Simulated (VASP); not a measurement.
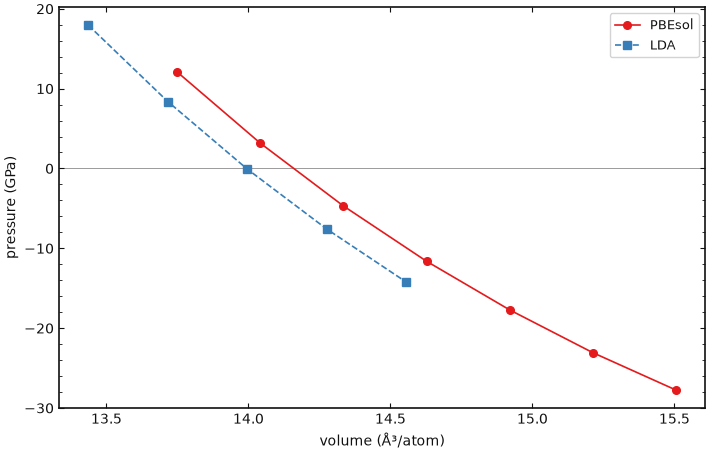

Method: plane-wave DFT, no spin polarisation; energies at scaled volumes of the given cell, shape and fractions fixed, counted from the fit's minimum, third-order Birch-Murnaghan fit (VASP 6.6.1). All runs: no spin polarisation.

occupations Fermi–Dirac; smearing width 0.05 eV; wave cutoff 520 eV.

Figure. Pressure against volume, with one curve for each functional, for Ir (space group P6_3/mmc).

Settings that differ: PBEsol: k mesh 11×11×6, potentials VASP-PAW-PBE-potentials,-recommended; LDA: k mesh 10×10×6, potentials VASP-PAW-LDA-potentials,-recommended.

The fitted equilibrium volumes, smallest first, are LDA 13.996, PBEsol 14.158 Å³/atom. The fitted bulk moduli, smallest first, are PBEsol 385.4, LDA 398.3 GPa. For PBEsol, the pressure falls from 12.07 GPa at volume 13.75 Å³/atom to −27.74 GPa at 15.50 Å³/atom, and changes sign near 14.16 Å³/atom. For LDA, the pressure falls from 17.94 GPa at volume 13.44 Å³/atom to −14.23 GPa at 14.56 Å³/atom, and changes sign near 13.99 Å³/atom.

Note: shape and atomic fractions are frozen while scaling, which makes layered, chain and framework solids too stiff.
